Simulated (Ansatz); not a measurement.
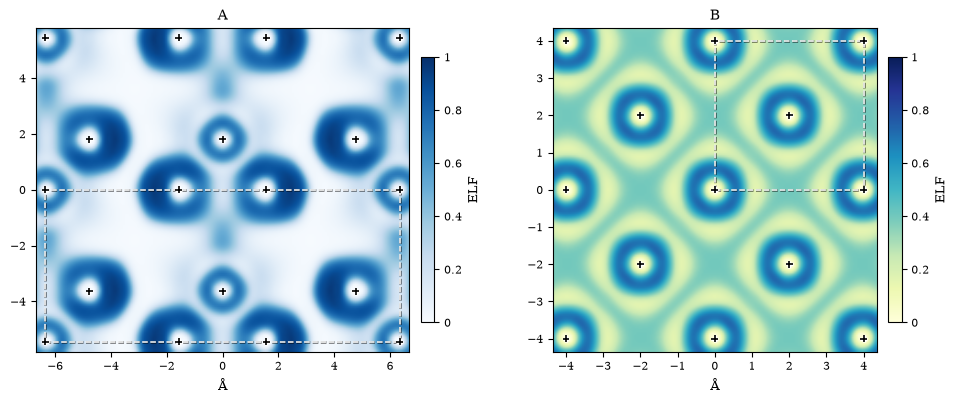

The electron localisation function of 2 systems, each on a plane through atoms (crosses mark nuclei in the plane).

Theory: Ansatz 0.2.0, DFT PBEsol, scalar-relativistic, plane waves, PAW.

System 1: WS2, the (110) plane of the conventional cell. Space group P6₃/mmc.

System 2: W, the (100) plane of the conventional cell. Space group Fm-3m.

```xyz
4
Lattice="3.9980 0.0000 0.0000 0.0000 3.9980 0.0000 0.0000 0.0000 3.9980" Properties=species:S:1:pos:R:3 pbc="T T T"
W     0.0000    0.0000    0.0000
W     1.9990    1.9990    0.0000
W     1.9990    0.0000    1.9990
W     0.0000    1.9990    1.9990
```

Match each panel to its system.

Panel A is system 1, WS2: the plane holds W and S. W–S (2.40 Å): the ELF peaks at about 0.85 in the valence shell of S, 0.8 Å from its nucleus, and is about 0.50 at the midpoint. Panel B is system 2, W: the plane holds W. W–W (2.83 Å): the ELF is about 0.35 at the midpoint.
